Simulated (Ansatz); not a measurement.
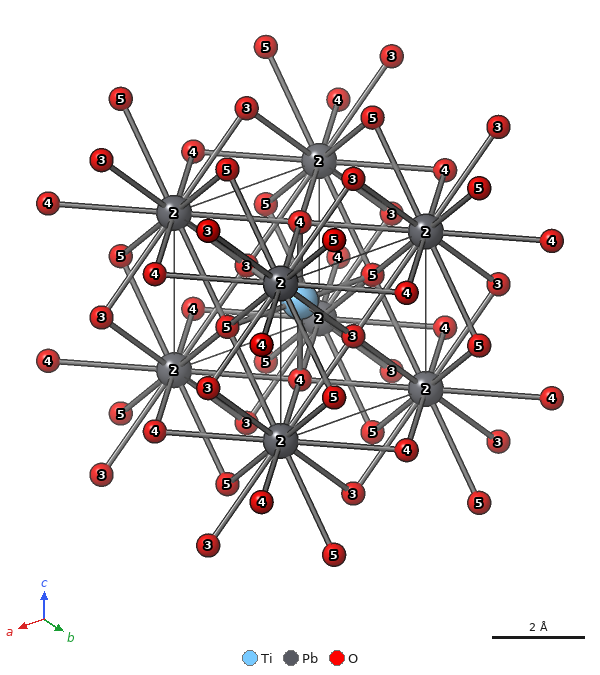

Reference structure: a crystal of TiPbO₃ (set up in Pm-3m). The picture is a ball-and-stick view of the cell of the calculation, seen from a free direction.

All numbers below come from Ansatz 0.2.0, DFT PBEsol, scalar-relativistic, plane waves, PAW. Settings: plane-wave cutoff 420 eV; k-point mesh 8 × 8 × 8; occupations gaussian; smearing width 0.02 eV; no spin polarisation.

The variant: The crystal is put under a hydrostatic pressure of 50 GPa. Cell and atoms are relaxed at that pressure.

Input
```yaml
crystal:
  lattice:
    - [3.6876188057, 0.0, 0.0]
    - [0.0, 3.6876188057, 0.0]
    - [0.0, 0.0, 3.6876188057]
  atoms:
    - { symbol: Ti, position: [0.5, 0.5, 0.5] }
    - { symbol: Pb, position: [0.0, 0.0, 0.0] }
    - { symbol: O, position: [0.5, 0.0, 0.5] }
    - { symbol: O, position: [0.5, 0.5, 0.0] }
    - { symbol: O, position: [0.0, 0.5, 0.5] }
basis:
  ecutwfc: 420
kpoints:
  mp_grid: { grid: [8, 8, 8] }
hamiltonian:
  xc: pbesol
scf:
  occupations: { method: gaussian, width: 0.02 }
output:
  forces: true
  stress: true
  eigenvalues: true
relax:
  adjacent_minimum: "off"
  f_tol: 0.008
  max_steps: 50
  cell: { stress_tol: 0.08, p_target: 50.0 }
```

Launched with:
```bash
ansatz run input.yaml --threads 1 --pin off --max-ram 2560MiB --backend cpu --events-out ev --progress --plain --runs-dir out
```

> What is the effect?

The energy rises by 261 meV per atom. The pressure goes from 0.0 to 50.0 GPa. The drawn cell changes as follows: a = b = c 3.919 → 3.694 Å (−5.7 %); the volume changes by −16.3 %. No atom moves by more than 0.005 Å relative to the cell. Near-neighbour distances before and after: O–Pb 2.771 → 2.612 Å, O–Ti 1.960 → 1.847 Å. The space group stays Pm-3m (No. 221).

Drawn alike, the variant:

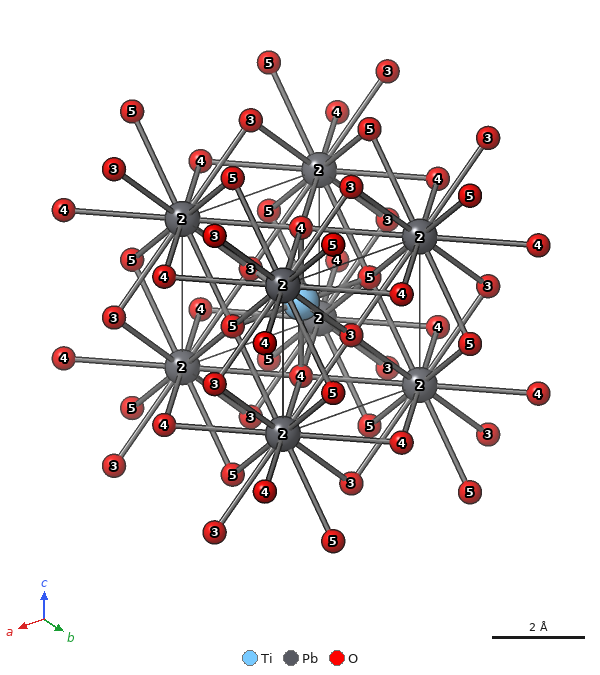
